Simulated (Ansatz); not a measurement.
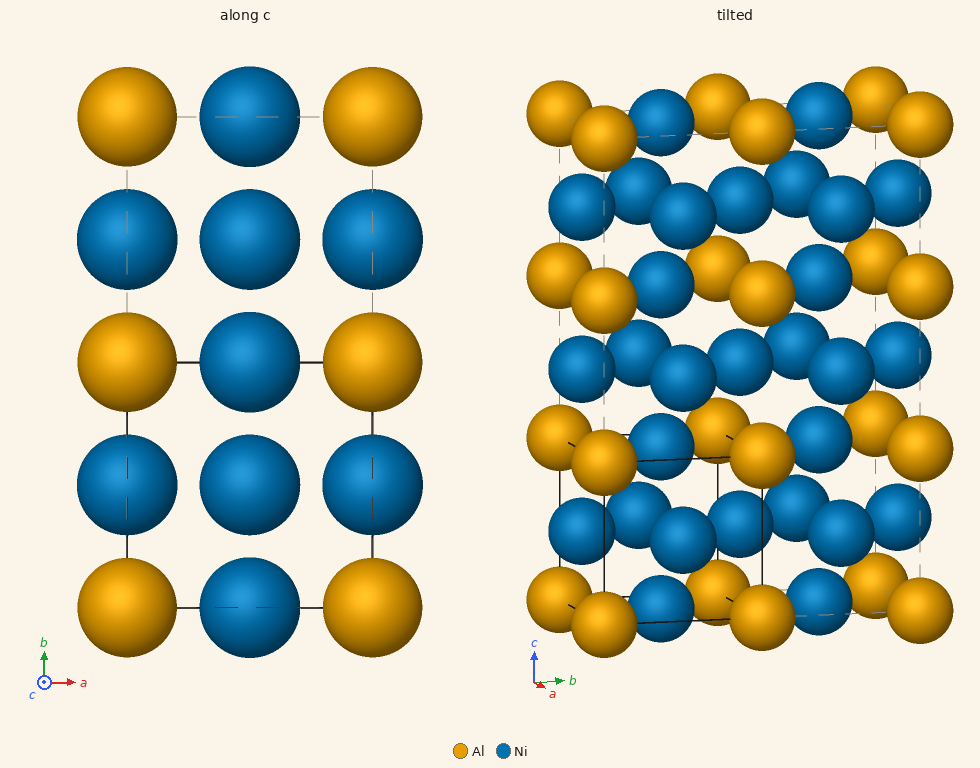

Crystal structure, spheres-only style, seen along the c axis and slightly off an axis. A block of 1×2×3 cells is shown, with one conventional unit cell in solid outline.

AlNi3, space group Pm-3m (No. 221), a = 3.52 Å, b = 3.52 Å, c = 3.52 Å, α = 90.00°, β = 90.00°, γ = 90.00°.

Electronic-structure method: DFT PBEsol, scalar-relativistic, plane waves, PAW in Ansatz. Parameters: a basis cut at 420 eV, a 14×14×14 sampling of the Brillouin zone, Gaussian smearing of 0.1 eV, collinear spins. The state is ferromagnetic, in a cell of 4 atoms.

**Metal or not?**

A metal: bands cross the Fermi level.

**Would the cell expand or shrink if it could?**

The computed pressure is 0.0 GPa, close to zero.

It goes back to a structure listed in the Materials Project. Earlier steps of the study may have refined or changed the cell and positions. Ansatz was used for an electronic-structure calculation on it.
